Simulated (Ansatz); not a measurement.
# FeCo: a changed input and its effect

System: FeCo (2 atoms in the cell).
Method of run A: DFT PBE, scalar-relativistic, plane waves, PAW, spin-polarised (Ansatz 0.2.0).

The structure derives from an entry of the Crystallography Open Database. Text and figures count atoms from 1; the logs count them from 0 in places.

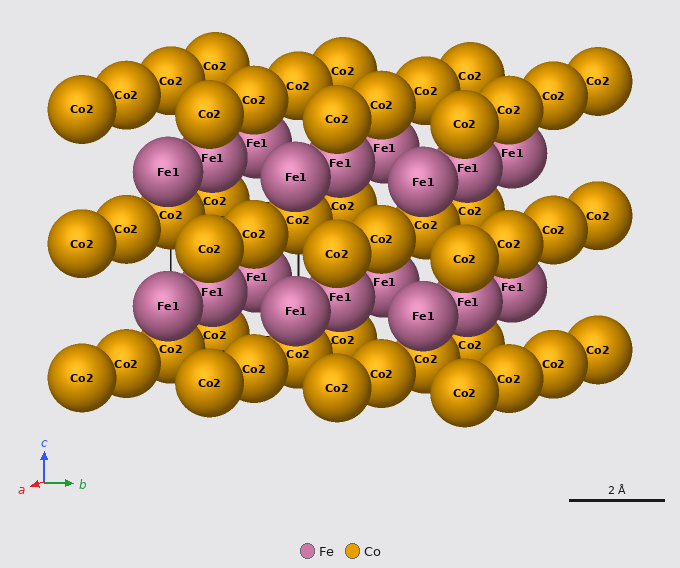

Fig. 1: The structure as given in the input (spheres-only view of the cell of the calculation, repeated 3 × 3 × 2, seen slightly off an axis; atoms are numbered from 1 in the order of the input). An atom can appear more than once, as a periodic image.

The input, run A:
```yaml
crystal:
  lattice:
    - [2.857, 0.0, 0.0]
    - [0.0, 2.857, 0.0]
    - [0.0, 0.0, 2.857]
  atoms:
    - { symbol: Fe, position: [0.5, 0.5, 0.5], spin: 3.19 }
    - { symbol: Co, position: [0.0, 0.0, 0.0], spin: 2.09 }
basis:
  ecutwfc: 420
kpoints:
  mp_grid: { grid: [14, 14, 14] }
hamiltonian:
  xc: pbe
scf:
  occupations: { method: gaussian, width: 0.1 }
output:
  forces: true
  stress: true
  eigenvalues: true
  populations: true
  write_density: true
  write_potential: true
  elf: true
  volumetric_format: npy
magnetization:
  spin_polarized: true
relax:
  adjacent_minimum: "off"
  f_tol: 0.005
  max_steps: 80
  cell: { stress_tol: 0.05 }
```

Command:
```bash
ansatz run input.yaml --threads 4 --pin off --max-ram 11264MiB --backend cpu --events-out ev --progress --plain --runs-dir out
```

Hardware: 4 threads of Intel Xeon @ 2.50GHz (Skylake/Cascade Lake), 189 GiB of memory available, shared host.

Output, shortened to warnings, some set-up lines, iterations and results (run A):
```
Basis set: ecut = 420 eV, 461 PW (Γ), exchange–correlation on 40×40×40 points (8 copies of the dense FFT grid, shifted against one another)
Symmetry: 48 space group operations
k-points: 120 of 2744
Initial density: superposition of atomic densities (chi_scale 0.1, normalization cell)
[...]
SCF iter   1: F=—  HF=-9606.367330 eV  |F-HF|=—  |Δ(HF+E_count)|=         —  Δρ=8.44e-2 (↑4.01e-2 ↓8.44e-2)  dr2=2.04e0  dr2_m=1.79e-1  M=4.847 μB ∫|m|=4.947 μB  β_m=0.30  …
SCF iter   2: F=—  HF=-9605.795293 eV  |F-HF|=—  |Δ(HF+E_count)|=   5.72e-1  Δρ=3.98e-2 (↑1.39e-2 ↓3.98e-2)  dr2=2.38e-1  dr2_m=1.11e-1  M=4.815 μB ∫|m|=4.954 μB  β_m=0.38  …
SCF iter   3: F=—  HF=-9606.297830 eV  |F-HF|=—  |Δ(HF+E_count)|=         —  Δρ=1.58e-2 (↑1.28e-2 ↓1.58e-2)  dr2=4.78e-2  dr2_m=2.39e-2  M=4.697 μB ∫|m|=4.883 μB  β_m=0.38  …
SCF iter   4: F=—  HF=-9606.512931 eV  |F-HF|=—  |Δ(HF+E_count)|=   2.15e-1  Δρ=1.85e-2 (↑1.11e-2 ↓1.85e-2)  dr2=1.09e-1  dr2_m=1.22e-2  M=4.644 μB ∫|m|=4.852 μB  β_m=0.35  …
SCF iter   5: F=—  HF=-9606.597839 eV  |F-HF|=—  |Δ(HF+E_count)|=   8.49e-2  Δρ=7.70e-3 (↑6.28e-3 ↓7.70e-3)  dr2=8.43e-3  dr2_m=6.39e-3  M=4.624 μB ∫|m|=4.847 μB  β_m=0.35  …
[... 39 lines ...]
SCF iter   8: F=—  HF=-9606.772807 eV  |F-HF|=—  |Δ(HF+E_count)|=  7.28e-12  Δρ=1.54e-7 (↑1.40e-7 ↓1.54e-7)  dr2=9.41e-12  dr2_m=1.50e-12  M=4.538 μB ∫|m|=4.804 μB  β_m=0.98  …
SCF iter   9: F=—  HF=-9606.772807 eV  |F-HF|=—  |Δ(HF+E_count)|=  3.64e-12  Δρ=8.46e-8 (↑3.20e-8 ↓8.46e-8)  dr2=2.02e-12  dr2_m=2.40e-13  M=4.538 μB ∫|m|=4.804 μB  β_m=0.99  …
SCF iter  10: F=-9606.772807 eV  HF=-9606.772807 eV  |F-HF|=5.46e-12  |Δ(HF+E_count)|=  3.64e-12  Δρ=8.64e-8 (↑1.73e-8 ↓8.64e-8)  dr2=2.20e-12  dr2_m=2.55e-13  M=4.538 μB …
SCF 4 converged in 10 iterations: F = -9606.772807 eV  dr2 = 2.20e-12
relax step   4: F+E_penalty+E_count = -9606.77280702 eV  Δ(F+E_penalty+E_count) = +2.507e-4 eV  max|allowed force component| = 2.268e-30 eV/Å  Δτ_max = 0.0000 Å  P = +0.019 …
basis re-selected at this cell: Δ(F+E_penalty+E_count) = +2.507e-4 eV, ΔP = -0.006 GPa vs the last step (what re-selecting the basis moved, of the pressure what is left beyond the Pulay correction that the steps carried, after the strain that the cell walked since its last selection, with what the …
SCF converged after 10 iterations
Magnetization: 4.5380 μB (18.7690 up, 14.2310 down)
Absolute magnetization: 4.8041 μB (∫|ρ↑−ρ↓|, with the PAW one-centre terms)
Spin contamination: 0.0813 ħ² per cell (⟨S²⟩ above its minimum at these occupations)
Per-site moments (μB) at R_I (Å): [(2.8097423369577004, 1.016291295993046), (1.8326304756795808, 1.016291295993046)]
Free energy (F): -9606.772807 eV
Harris-Foulkes:  -9606.772807 eV  (|F-HF|=5.46e-12)
Internal energy: -9606.766101 eV  (E = F + TS)
E sigma→0 (E₀):  -9606.769454 eV
Entropy (-TS):   -0.006706 eV (-3.353 meV/atom)
Fermi energy:    18.369587 eV
--- Per-component energies (eV) ---
  E_band       = -480.993258
  E_kinetic    = 800.695134
  E_local      = -5000.196869  (includes V_loc(G=0)·N_el)
  E_nonlocal   = 674.630770
  E_hartree    = 2094.046561
  E_xc         = -276.078683
  E_vxc        = -355.873052  (∫ρ·V_xc dr)
  E_paw        = -2882.345395  (= ΣΔE_a)
  E_vpaw       = -788.343054  (= ΣTr[D̂ρ^β])
  E_aug_tail   = 0.000713  (compensation charges beyond the density's cutoff)
  E_ewald      = -5017.518331
  E_smearing   = -0.006706  (= −TS)
  E_closure    = 0.000000  (closes the sum)
  Σ components = -9606.772807   (vs F -9606.772807, Δ=0.00e0)
--- Forces (eV/Å), atoms counted from 1 ---
  atom   1  Fe    -0.00000000    -0.00000000     0.00000000
  atom   2  Co    -0.00000000     0.00000000    -0.00000000
  max |Σ_I F_I| component: 4.47e-30 eV/Å
--- Stress (GPa, compression-positive) ---
        0.018701       0.000000      -0.000000
        0.000000       0.018701      -0.000000
       -0.000000      -0.000000       0.018701
  P = ⅓ Tr σ = 0.0187 GPa (0.187 kbar)
--- Relaxed structure (3 steps of the walk, 3 accepted, 1 SCFs on fresh bases) ---
  F+E_penalty+E_count = -9606.77280702 eV   max|allowed force component| = 2.268e-30 eV/Å   (the final SCF, on the basis selected at the relaxed cell)
  cell:  # Å, volume = 23.0245 Å³
    - [2.844877834262588, 6.82100188637146e-35, -4.012354050806741e-35]
    - [6.82100188637146e-35, 2.844877834262588, 0.0]
[...]
```

For run B the input was changed thus:
```diff
+  convergence: { dr2_threshold: 0.0001 }
-  populations: true
-  write_density: true
-  write_potential: true
-  elf: true
-  volumetric_format: npy
```

Predict how the results change.

Both reach the same energy, so the change doesn't alter the result. The SCF takes 24 iterations over all geometry steps against 41.

Output, shortened to warnings, some set-up lines, iterations and results (run B):
```
Warning: scf.convergence.dr2_threshold = 1e-4 eV is looser than this run's default, which is 1e-7 eV or tighter. The error in the forces grows as the threshold's square root, so leave the key out unless less accurate forces are enough
Warning: relax.cell: scf.convergence.dr2_threshold = 1e-4 eV is looser than the 2e-10 eV advised for a relaxation that steers and ends on the stress (1e-10 eV for each atom of the cell: 2). What an SCF threshold leaves in a stress goes as its square root, and in the free energy as the threshold itself, and one threshold admits the most on a small cell: of the crystals measured, under no hybrid …
Basis set: ecut = 420 eV, 461 PW (Γ), exchange–correlation on 40×40×40 points (8 copies of the dense FFT grid, shifted against one another)
Symmetry: 48 space group operations
k-points: 120 of 2744
Initial density: superposition of atomic densities (chi_scale 0.1, normalization cell)
[...]
SCF iter   1: F=—  HF=-9606.367330 eV  |F-HF|=—  |Δ(HF+E_count)|=         —  Δρ=8.44e-2 (↑4.01e-2 ↓8.44e-2)  dr2=2.04e0  dr2_m=1.79e-1  M=4.847 μB ∫|m|=4.947 μB  β_m=0.30  …
SCF iter   2: F=—  HF=-9605.795293 eV  |F-HF|=—  |Δ(HF+E_count)|=   5.72e-1  Δρ=3.98e-2 (↑1.39e-2 ↓3.98e-2)  dr2=2.38e-1  dr2_m=1.11e-1  M=4.815 μB ∫|m|=4.954 μB  β_m=0.38  …
SCF iter   3: F=—  HF=-9606.297830 eV  |F-HF|=—  |Δ(HF+E_count)|=         —  Δρ=1.58e-2 (↑1.28e-2 ↓1.58e-2)  dr2=4.78e-2  dr2_m=2.39e-2  M=4.697 μB ∫|m|=4.883 μB  β_m=0.38  …
SCF iter   4: F=—  HF=-9606.512924 eV  |F-HF|=—  |Δ(HF+E_count)|=   2.15e-1  Δρ=1.85e-2 (↑1.11e-2 ↓1.85e-2)  dr2=1.09e-1  dr2_m=1.22e-2  M=4.644 μB ∫|m|=4.852 μB  β_m=0.38  …
SCF iter   5: F=—  HF=-9606.611356 eV  |F-HF|=—  |Δ(HF+E_count)|=   9.84e-2  Δρ=7.66e-3 (↑6.32e-3 ↓7.66e-3)  dr2=1.08e-2  dr2_m=5.91e-3  M=4.620 μB ∫|m|=4.845 μB  β_m=0.45  …
[... 22 lines ...]
SCF iter   1: F=—  HF=-9606.772793 eV  |F-HF|=—  |Δ(HF+E_count)|=         —  Δρ=1.25e-4 (↑5.40e-5 ↓1.25e-4)  dr2=4.08e-6  dr2_m=3.57e-7  M=4.539 μB ∫|m|=4.804 μB  β_m=0.65  …
SCF iter   2: F=—  HF=-9606.772801 eV  |F-HF|=—  |Δ(HF+E_count)|=   7.90e-6  Δρ=7.21e-5 (↑7.21e-5 ↓2.52e-5)  dr2=3.35e-7  dr2_m=3.85e-7  M=4.538 μB ∫|m|=4.804 μB  β_m=0.49  …
SCF iter   3: F=-9606.772800 eV  HF=-9606.772807 eV  |F-HF|=7.26e-6  |Δ(HF+E_count)|=   5.78e-6  Δρ=1.52e-4 (↑8.19e-5 ↓1.52e-4)  dr2=9.05e-6  dr2_m=4.16e-7  M=4.538 μB …
SCF 4 converged in 3 iterations: F = -9606.772800 eV  dr2 = 9.05e-6
relax step   4: F+E_penalty+E_count = -9606.77279955 eV  Δ(F+E_penalty+E_count) = +2.357e-4 eV  max|allowed force component| = 5.391e-30 eV/Å  Δτ_max = 0.0000 Å  P = +0.016 …
basis re-selected at this cell: Δ(F+E_penalty+E_count) = +2.357e-4 eV, ΔP = -0.020 GPa vs the last step (what re-selecting the basis moved, of the pressure what is left beyond the Pulay correction that the steps carried, after the strain that the cell walked since its last selection, with what the …
SCF converged after 3 iterations
Magnetization: 4.5380 μB (18.7690 up, 14.2310 down)
Absolute magnetization: 4.8043 μB (∫|ρ↑−ρ↓|, with the PAW one-centre terms)
Spin contamination: 0.0814 ħ² per cell (⟨S²⟩ above its minimum at these occupations)
Per-site moments (μB) at R_I (Å): [(2.809770656262631, 1.0163232344708752), (1.8327529230567203, 1.0163232344708752)]
Free energy (F): -9606.772800 eV
Harris-Foulkes:  -9606.772807 eV  (|F-HF|=7.26e-6)
Internal energy: -9606.766091 eV  (E = F + TS)
E sigma→0 (E₀):  -9606.769445 eV
Entropy (-TS):   -0.006708 eV (-3.354 meV/atom)
Fermi energy:    18.365948 eV
--- Per-component energies (eV) ---
  E_band       = -481.119436
  E_kinetic    = 800.687391
  E_local      = -5000.643733  (includes V_loc(G=0)·N_el)
  E_nonlocal   = 674.691253
  E_hartree    = 2094.296723
  E_xc         = -276.068566
  E_vxc        = -355.859515  (∫ρ·V_xc dr)
  E_paw        = -2882.369220  (= ΣΔE_a)
  E_vpaw       = -788.342834  (= ΣTr[D̂ρ^β])
  E_aug_tail   = 0.000713  (compensation charges beyond the density's cutoff)
  E_ewald      = -5017.360653
  E_smearing   = -0.006708  (= −TS)
  E_closure    = -0.000000  (closes the sum)
  Σ components = -9606.772800   (vs F -9606.772800, Δ=0.00e0)
--- Forces (eV/Å), atoms counted from 1 ---
  atom   1  Fe     0.00000000     0.00000000     0.00000000
  atom   2  Co    -0.00000000    -0.00000000    -0.00000000
  max |Σ_I F_I| component: 1.03e-29 eV/Å
--- Stress (GPa, compression-positive) ---
        0.015731      -0.000000      -0.000000
       -0.000000       0.015731      -0.000000
       -0.000000      -0.000000       0.015731
  P = ⅓ Tr σ = 0.0157 GPa (0.157 kbar)
--- Relaxed structure (3 steps of the walk, 3 accepted, 1 SCFs on fresh bases) ---
  F+E_penalty+E_count = -9606.77279955 eV   max|allowed force component| = 5.391e-30 eV/Å   (the final SCF, on the basis selected at the relaxed cell)
  cell:  # Å, volume = 23.0267 Å³
    - [2.8449672388142107, -8.024708101613482e-35, 8.024708101613482e-36]
    - [-6.419766481290787e-35, 2.8449672388142107, 0.0]
[...]
```

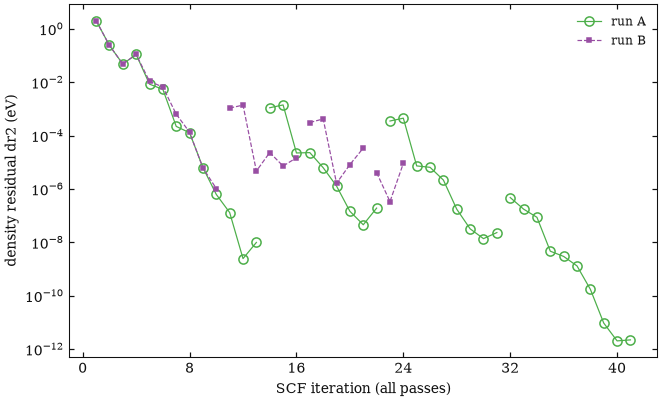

Fig. 2: Convergence of the two runs: density residual dr2 against the SCF iteration. A break in a curve parts two SCF passes. Run A takes 41 iterations in all, and run B takes 24.

The two runs side by side:

| quantity | run A | run B |
| --- | --- | --- |
| outcome | converged | converged |
| free energy per atom (eV) | −4803.3864 | −4803.3864 |
| energy per atom, smearing taken to zero (eV) | −4803.3847 | −4803.3847 |
| gap on the mesh (eV) | 0.00 | 0.00 |
| net moment of the cell (μB) | 4.54 | 4.54 |
| absolute moment of the cell (μB) | 4.80 | 4.80 |
| pressure (GPa) | 0.02 | 0.02 |
| largest force (eV/Å) | 0.000 | 0.000 |
| SCF iterations | 41 | 24 |
| irreducible k-points | 120 | 120 |
| wall time (shared host) | 31 s | 24 s |

For run B: These settings are looser than, or depart from, a standard set-up, so the numbers are not reference values for this system. Warnings: the SCF threshold is loose for the printed forces; the SCF threshold is looser than advised for the printed stress.
